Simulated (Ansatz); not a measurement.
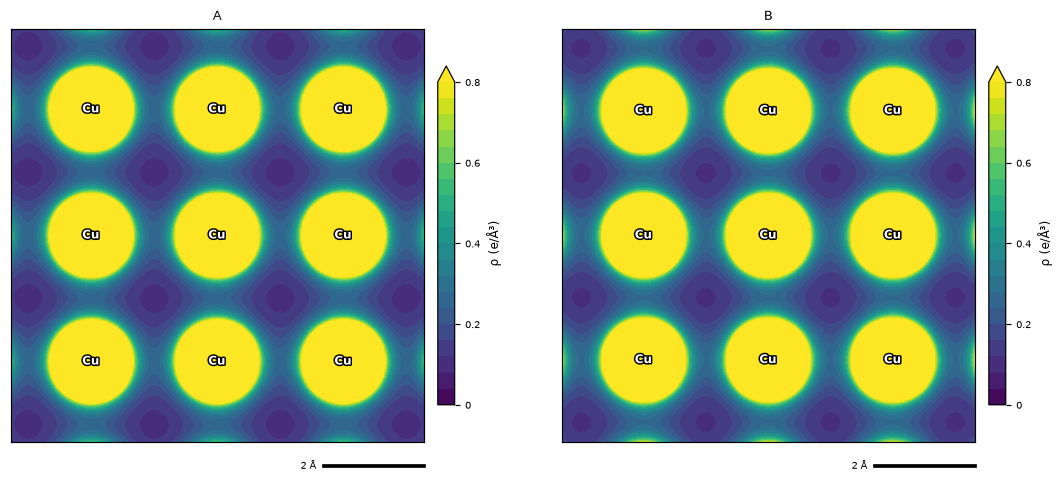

Cu. The valence pseudo-density of two cells that differ in size, on the (001) plane of each (indices in the axes of the calculation cell), at one length scale and on one colour scale: A has 16.1 Å³ an atom and B 15.5.

Theory: DFT, revPBE, plane waves (420 eV) with PAW, scalar-relativistic in Ansatz 0.2.0.

In a PAW calculation such maps are meaningful between the atoms, not at the nuclei.

The larger cell:

```
CELL_PARAMETERS angstrom
2.52354 0.00000 0.00000
0.00000 2.52354 0.00000
0.00000 0.00000 2.52354
ATOMIC_POSITIONS crystal
Cu 0.00000 0.00000 0.00000
```

The smaller cell: a = 2.493 Å, b = 2.493 Å, c = 2.493 Å, α = 90.00°, β = 90.00°, γ = 90.00°.

Q: What does the compression do to the bonding and the properties?

A: From the larger cell to the smaller, Cu–Cu goes from 2.52 to 2.49 Å, and the density at its midpoint from 0.26 to 0.27 e/Å³; the pressure goes from −8 to −6 GPa.
